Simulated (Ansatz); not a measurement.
# GaAs: geometry relaxation (part 2 of 2)

The same run, continued: GaAs (F-43m, 2 atoms in the cell); DFT PBE, scalar-relativistic, plane waves, PAW, no spin polarisation (Ansatz 0.2.0); cutoff 420 eV, 12×12×12 k-mesh, Gaussian smearing of 0.02 eV. The structure derives from an entry of the Crystallography Open Database.

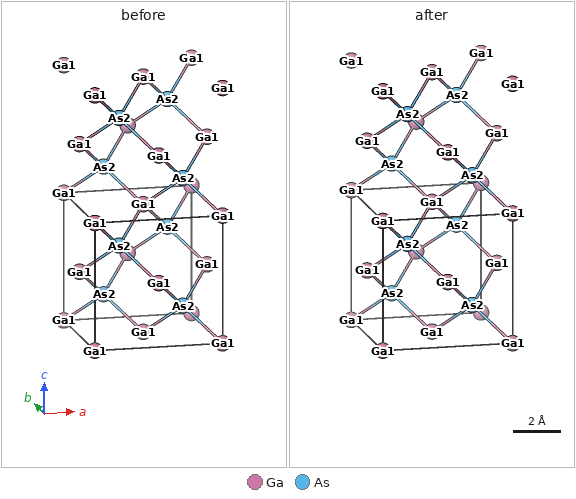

Before (left) and after (right) the relaxation, at one scale (ball-and-stick view of the cell 4 times as large as that of the calculation, set on its symmetry axes, repeated 1 × 1 × 2, seen slightly off an axis). No atom moves by more than 0.005 Å relative to the cell. Cell: a = b = c 5.654 → 5.745 Å (+1.6 %). Volume +4.9 %. Among the contacts that change: Ga1–As2 2.448 → 2.488 Å. The space group stays F-43m (No. 216). The energy falls by 10.7 meV per atom in 3 geometry steps. All forces vanish by symmetry, so only the cell relaxes. The pressure goes from 3.29 to 0.00 GPa. A last SCF at the same geometry on a re-selected plane-wave basis shifts the energy by −0.2 meV per atom. (Atoms are counted from 1 in the order of the input.)

```
basis re-selected at this cell: Δ(F+E_penalty+E_count) = -4.641e-4 eV, ΔP = +0.001 GPa vs the last step (what re-selecting the basis moved, of the pressure what is left beyond the Pulay correction that the steps carried, after the strain that the cell walked since its last selection, with what the two solves' SCF thresholds leave and, on support functions, any second-order correction that the steps lacked; it is no measure of the basis error at this ecutwfc). The dense FFT grid was sized anew with the basis: this SCF ran on 30×30×30 points, the steps before it on 27×27×27, so part of this shift can come from that change (see relax.cell in the input reference). This SCF's stress stands 2.28e-3 GPa from its target on what of the cell is left free (relax.cell.stress_tol is 5.00e-2 GPa) and its largest allowed force component is 4.56e-17 eV/Å (relax.f_tol is 1.00e-2 eV/Å): within both
SCF converged after 7 iterations
Free energy (F): -8639.860638 eV
Harris-Foulkes:  -8639.860638 eV  (|F-HF|=7.28e-12)
Internal energy: -8639.860638 eV  (E = F + TS)
E sigma→0 (E₀):  -8639.860638 eV
Fermi energy:    7.623330 eV
--- Per-component energies (eV) ---
  E_band       = -327.438922
  E_kinetic    = 218.181491
  E_local      = -3985.353591  (includes V_loc(G=0)·N_el)
  E_nonlocal   = -245.776743
  E_hartree    = 2000.991660
  E_xc         = -147.835035
  E_vxc        = -136.630452  (∫ρ·V_xc dr)
  E_paw        = -3824.406694  (= ΣΔE_a)
  E_vpaw       = -179.842935  (= ΣTr[D̂ρ^β])
  E_aug_tail   = -0.000108  (compensation charges beyond the density's cutoff)
  E_ewald      = -2655.661617
  E_smearing   = -0.000000  (= −TS)
  E_closure    = -0.000000  (closes the sum)
  Σ components = -8639.860638   (vs F -8639.860638, Δ=0.00e0)
--- Forces (eV/Å), atoms counted from 1 ---
  atom   1  Ga     0.00000000    -0.00000000    -0.00000000
  atom   2  As    -0.00000000     0.00000000     0.00000000
  max |Σ_I F_I| component: 7.99e-17 eV/Å
--- Stress (GPa, compression-positive) ---
        0.002282       0.000000       0.000000
        0.000000       0.002282       0.000000
        0.000000       0.000000       0.002282
  P = ⅓ Tr σ = 0.0023 GPa (0.023 kbar)
--- Band table (eV; the first three rows and the last of 72) ---
  k-point 0: bands = ["-27.5457", "-27.5457", "-27.5457", "-27.5377", "-27.5377", "-7.1601", "-7.1601", "-7.1601", "-7.0924", "-7.0924", "-4.8500", "7.5416", "7.5416", "7.5416", "7.7024", "11.2677", "11.2677", "11.2677"]
  k-point 1: bands = ["-27.5457", "-27.5457", "-27.5457", "-27.5376", "-27.5376", "-7.1652", "-7.1587", "-7.1587", "-7.0925", "-7.0925", "-4.7738", "6.2606", "7.4371", "7.4371", "8.6518", "11.3930", "11.4256", "11.4256"]
  k-point 2: bands = ["-27.5457", "-27.5456", "-27.5456", "-27.5376", "-27.5376", "-7.1784", "-7.1551", "-7.1551", "-7.0925", "-7.0925", "-4.5521", "4.8413", "7.1891", "7.1891", "8.9802", "11.7833", "11.7833", "12.0815"]
  k-point 71: bands = ["-27.5455", "-27.5452", "-27.5443", "-27.5378", "-27.5372", "-7.2440", "-7.1335", "-7.1222", "-7.1013", "-7.0891", "-2.5098", "1.1182", "4.2328", "4.4243", "11.9389", "12.2398", "12.8030", "13.5694"]
--- Relaxed structure (4 steps of the walk, 4 accepted, 1 SCFs on fresh bases) ---
  F+E_penalty+E_count = -8639.86063784 eV   max|allowed force component| = 4.561e-17 eV/Å   (the final SCF, on the basis selected at the relaxed cell)
  cell:  # Å, volume = 47.4130 Å³
    - [3.834267454753931e-33, 2.8726922868327263, 2.8726922868327263]
    - [2.8726922868327263, 4.534881109277075e-33, 2.8726922868327263]
    - [2.8726922868327263, 2.8726922868327263, 7.439243168027561e-33]
  atoms:
    - { symbol: Ga, position: [-1.1086188817263882e-33, 1.5370920511861348e-33, 9.610041086454321e-34] }
    - { symbol: As, position: [0.25, 0.25, 0.25] }
```

Trajectory as extended XYZ (Å, eV, eV/Å), 5 frames, from step=1 to step=5:
```
2
Lattice="0.0000 2.8268 2.8268 2.8268 0.0000 2.8268 2.8268 2.8268 0.0000" Properties=species:S:1:pos:R:3:forces:R:3 step=1 energy=-8639.83869 pressure_GPa=3.29
Ga    0.0000    0.0000    0.0000    0.0000   0.0000   0.0000
As    1.4134    1.4134    1.4134    0.0000   0.0000   0.0000
2
Lattice="0.0000 2.8633 2.8633 2.8633 0.0000 2.8633 2.8633 2.8633 0.0000" Properties=species:S:1:pos:R:3:forces:R:3 step=2 energy=-8639.85938 pressure_GPa=0.62
Ga    0.0000    0.0000    0.0000    0.0000   0.0000   0.0000
As    1.4316    1.4316    1.4316    0.0000   0.0000   0.0000
2
Lattice="0.0000 2.8719 2.8719 2.8719 0.0000 2.8719 2.8719 2.8719 0.0000" Properties=species:S:1:pos:R:3:forces:R:3 step=3 energy=-8639.86017 pressure_GPa=0.05
Ga    0.0000    0.0000    0.0000    0.0000   0.0000   0.0000
As    1.4360    1.4360    1.4360    0.0000   0.0000   0.0000
2
Lattice="0.0000 2.8727 2.8727 2.8727 0.0000 2.8727 2.8727 2.8727 0.0000" Properties=species:S:1:pos:R:3:forces:R:3 step=4 energy=-8639.86017 pressure_GPa=0.00
Ga    0.0000    0.0000    0.0000    0.0000   0.0000   0.0000
As    1.4363    1.4363    1.4363    0.0000   0.0000   0.0000
2
Lattice="0.0000 2.8727 2.8727 2.8727 0.0000 2.8727 2.8727 2.8727 0.0000" Properties=species:S:1:pos:R:3:forces:R:3 step=5 energy=-8639.86064 pressure_GPa=0.00
Ga    0.0000    0.0000    0.0000    0.0000   0.0000   0.0000
As    1.4363    1.4363    1.4363    0.0000   0.0000   0.0000
```

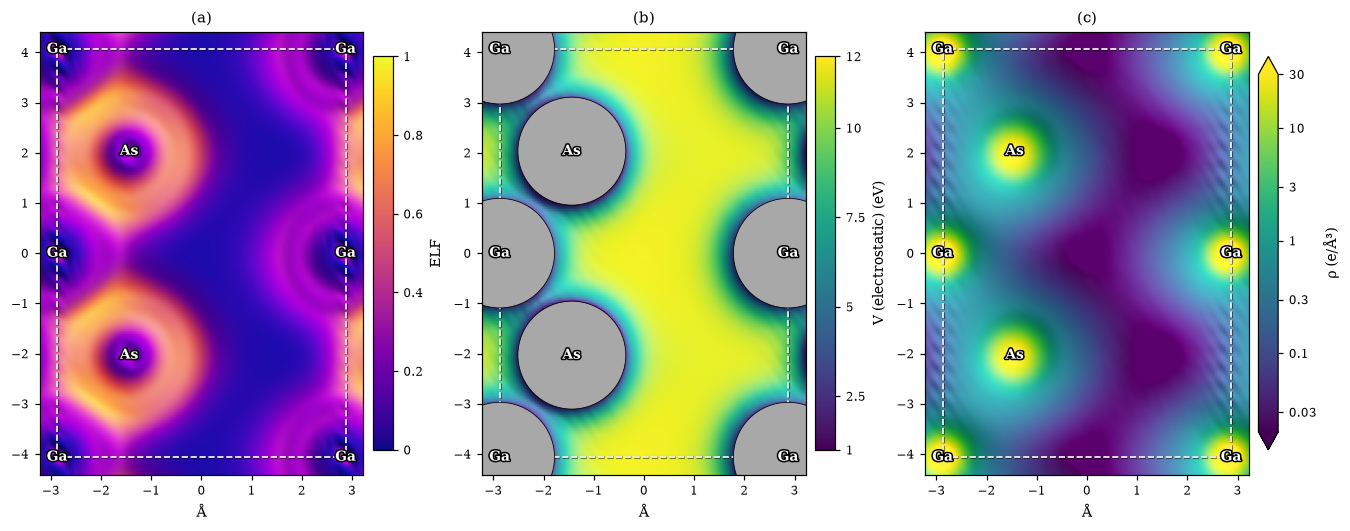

(a) electron localisation function; (b) electrostatic potential (local pseudopotential plus Hartree) felt by an electron; (c) valence pseudo-density on the (011) plane of the conventional cell. Grey discs, where drawn, cover atomic cores. The section cuts through Ga and As sites. Ga–As (2.49 Å): ρ at the midpoint is about 0.47 e/Å³; the ELF peaks at about 0.80 between the atoms, which marks localised, shared-pair bonding. Away from the nuclei the density in this plane falls to 0.01 e/Å³ at its lowest. The strong features right at Ga lie inside the PAW spheres (semicore, d or f shells) and say nothing about bonding. Outside the cores the potential energy rises away from the atoms and is highest about 2.5 Å from the nearest atoms; outside the discs it spans about 10 eV, and its zero is arbitrary. The fields are those of the smooth PAW valence density.

This output came from the following input.

The input:
```yaml
crystal:
  lattice:
    - [0.0, 2.82685, 2.82685]
    - [2.82685, 0.0, 2.82685]
    - [2.82685, 2.82685, 0.0]
  atoms:
    - { symbol: Ga, position: [0.0, 0.0, 0.0] }
    - { symbol: As, position: [0.25, 0.25, 0.25] }
basis:
  ecutwfc: 420
kpoints:
  mp_grid: { grid: [12, 12, 12] }
hamiltonian:
  xc: pbe
scf:
  occupations: { method: gaussian, width: 0.02 }
output:
  forces: true
  stress: true
  eigenvalues: true
  write_density: true
  write_potential: true
  elf: true
  volumetric_format: npy
relax:
  adjacent_minimum: "off"
  f_tol: 0.01
  max_steps: 80
  cell: { stress_tol: 0.05 }
```

Launch command:
```bash
ansatz run input.yaml --threads 4 --pin off --max-ram 9216MiB --backend cpu --events-out ev --progress --plain --runs-dir out
```

Results in brief:

- outcome: converged
- space group (tolerance 0.01 Å): F-43m (216)
- electrons treated: 28
- free energy: −8639.8606 eV
- Fermi energy: 7.623 eV
- gap on the k-point mesh: 0.16 eV
- pressure: 0.00 GPa
- final volume: 47.41 Å³
- largest force (length of the vector) at the end: under 0.001 eV/Å
- final cell: a = 4.063 Å, b = 4.063 Å, c = 4.063 Å, α = 60.00°, β = 60.00°, γ = 60.00°
- hardware: 4 threads of Intel Xeon (Granite Rapids), 12 GiB of memory available, shared host
- wall time: 8.2 s (CPU time 31 s)
- peak memory: 0.52 GiB
